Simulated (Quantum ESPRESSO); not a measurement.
**I: 7 runs along one coordinate**

System: I (1 atom in the cell).
Method: Kohn-Sham DFT of a periodic cell, PBE, SPMS 1.0 PBE, no spin polarisation (Quantum ESPRESSO 7.5).

The 7 runs differ only in the geometry, by an even scaling of the cell at fixed fractional positions. The structure derives from a Materials Project entry.

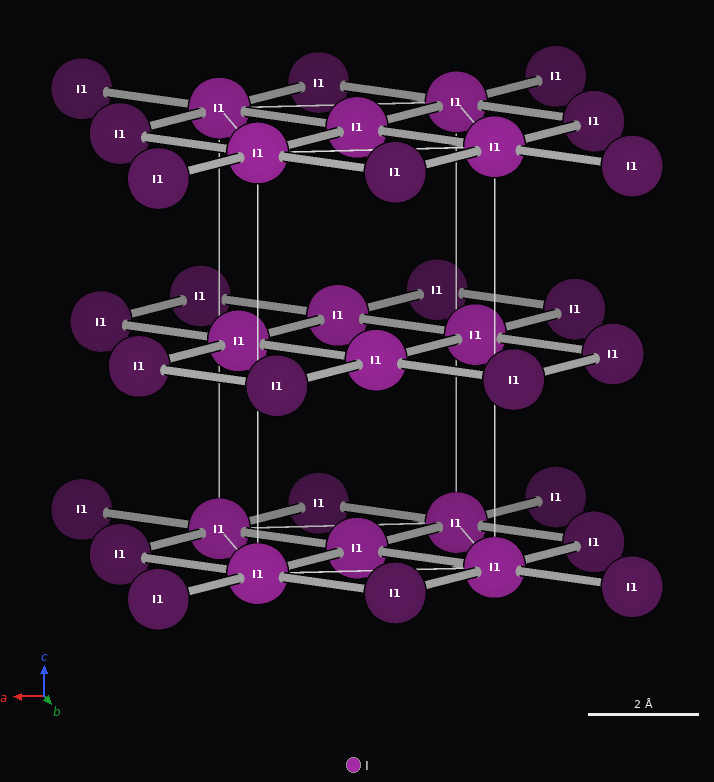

Figure 1. The structure of run 4 (ball-and-stick view of the cell 4 times as large as that of the calculation, set on its symmetry axes, seen at an oblique angle; neighbours outside the cell are drawn fainter; atoms are numbered from 1 in the order of the input).

**Input of run 4**
```
&CONTROL
  calculation = 'scf'
  prefix = 'pwscf'
  outdir = './tmp'
  pseudo_dir = './pseudo'
  tprnfor = .true.
  tstress = .true.
  disk_io = 'nowf'
/
&SYSTEM
  ibrav = 0
  nat = 1
  ntyp = 1
  ecutwfc = 63
  nbnd = 9
  occupations = 'smearing'
  smearing = 'fd'
  degauss = 0.00367493
/
&ELECTRONS
  conv_thr = 2d-10
  electron_maxstep = 120
  mixing_beta = 0.5
/
ATOMIC_SPECIES
I    126.9045 53_I_7_2.3_2.5_pbe_n_v1.0.upf
CELL_PARAMETERS angstrom
   0.0000000000    2.3656004428    3.9098401324
   2.1922454667    0.0000000000    3.9098401324
   2.1922454667    2.3656004428    0.0000000000
ATOMIC_POSITIONS crystal
I      0.0000000000    0.0000000000    0.0000000000
K_POINTS automatic
9 9 9 0 0 0
```

Command:
```bash
OMP_NUM_THREADS=1 pw.x -in pw.in > pw.out
```

Lattice vectors (Å) and fractional positions of run 4:
```
   0.000000    2.365600    3.909840
   2.192245    0.000000    3.909840
   2.192245    2.365600    0.000000
I   0.000000  0.000000  0.000000
```

Run 6 differs from it as follows:
```diff
-   0.0000000000    2.3656004428    3.9098401324
-   2.1922454667    0.0000000000    3.9098401324
-   2.1922454667    2.3656004428    0.0000000000
+   0.0000000000    2.3967303343    3.9612912976
+   2.2210941101    0.0000000000    3.9612912976
+   2.2210941101    2.3967303343    0.0000000000
```

**Results, with one run withheld**

```csv
run,volume per atom (Å³),"free energy per atom, from the lowest run given (meV)",pressure (GPa)
1,38.120,21.95,2.38
2,38.931,11.72,1.66
3,39.742,4.91,1.03
4,40.553,1.12,0.47
5,41.364,0.00,−0.03
6,42.175,?,?
7,42.986,4.55,−0.85
```

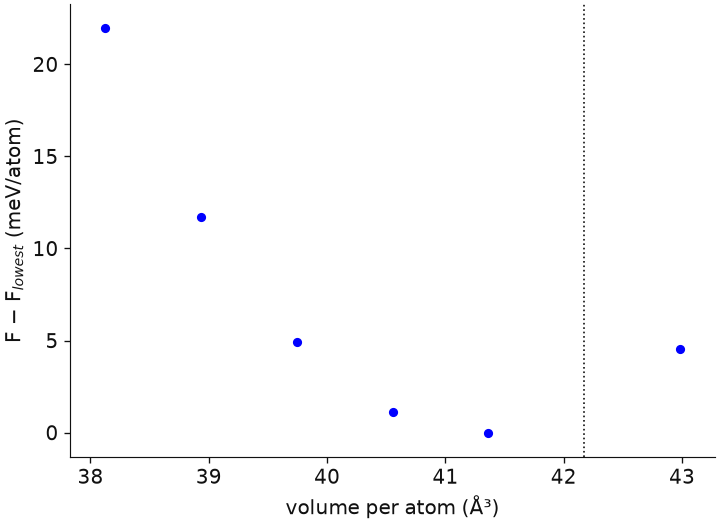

Figure 2. Free energy per atom of the runs given; the dotted line marks run 6.

What should run 6 give?

A cubic polynomial in V^(−2/3) (the Birch–Murnaghan form), fitted to the 6 runs given, misses them by under 0.01 meV per atom. With x = V^(−2/3) − 0.08517 Å⁻², it reads F = 2.2835 + 3041.7 x + 1.0235e+06 x² + 7.8755e+06 x³ (meV per atom). At run 6 it gives 1.23 meV per atom, and the run itself gives 1.24. The slope of the fit gives a pressure −dF/dV of −0.46 GPa there, and the run prints −0.46 GPa. The fit has its minimum at 41.328 Å³ per atom, where V d²F/dV² gives 23.8 GPa. Cell shape and fractional positions are held, so this is the stiffness under even scaling; the relaxed bulk modulus wasn't computed and can be far lower in a crystal of layers, chains or molecules like this one.

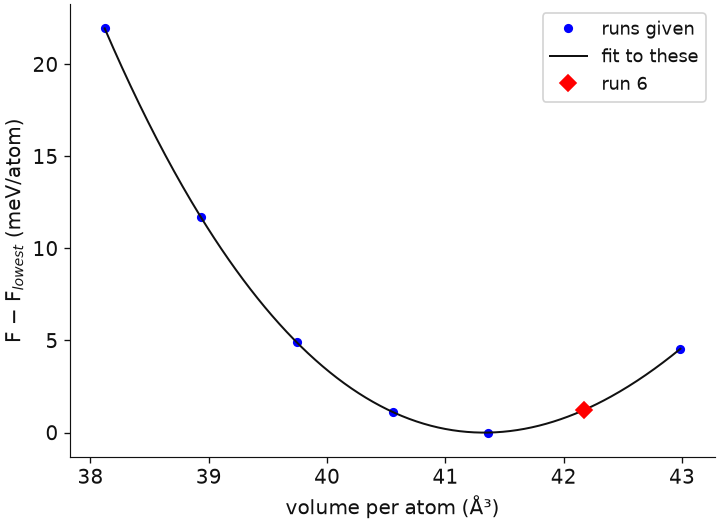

Figure 3. The fit and the withheld run.

**Some lines of the output (run 6)**
```
[...]
     unit-cell volume          =     284.6096 (a.u.)^3
     number of k points=   125  Fermi-Dirac smearing, width (Ry)=  0.0037
     total energy              =     -25.87901119 Ry
     total energy              =     -25.87910745 Ry
     total energy              =     -25.87922283 Ry
     total energy              =     -25.87922453 Ry
     total energy              =     -25.87922463 Ry
     the Fermi energy is     3.4449 ev
!    total energy              =     -25.87922463 Ry
     The total energy is F=E-TS. E is the sum of the following terms:
     Computing stress (Cartesian axis) and pressure
          total   stress  (Ry/bohr**3)                   (kbar)     P=       -4.64
```

Notes: The cell holds an odd number of electrons but the run has no spin polarisation, so it comes out as a metal.
